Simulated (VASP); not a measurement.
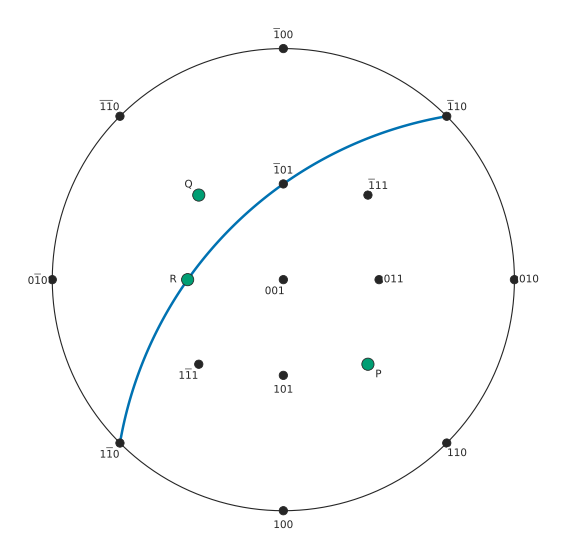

Stereographic projection of plane normals (upper hemisphere) centred on (0 0 1). Crystal: CoSi, an entry of the Crystallography Open Database, as set up for an electronic-structure calculation. Symmetry computed with spglib at a tolerance of 0.002 Å; standard conventional cell.

a = 4.438 Å, b = 4.438 Å, c = 4.438 Å, α = 90.00°, β = 90.00°, γ = 90.00°.

Index the poles marked P, Q, R.

P is (1 1 1), 54.7° from the centre; Q is (−1 −1 1), 54.7° from the centre; R is (0 −1 1), 45.0° from the centre.

Which zone does the coloured great circle trace?

The zone [1 1 1]: its poles satisfy h + k + l = 0.

What is the angle between the normals of (−1 −1 0) and (−1 1 1), and what are their d_hkl = 1/|g|?

90.0°; d = 3.138 Å and 2.562 Å.
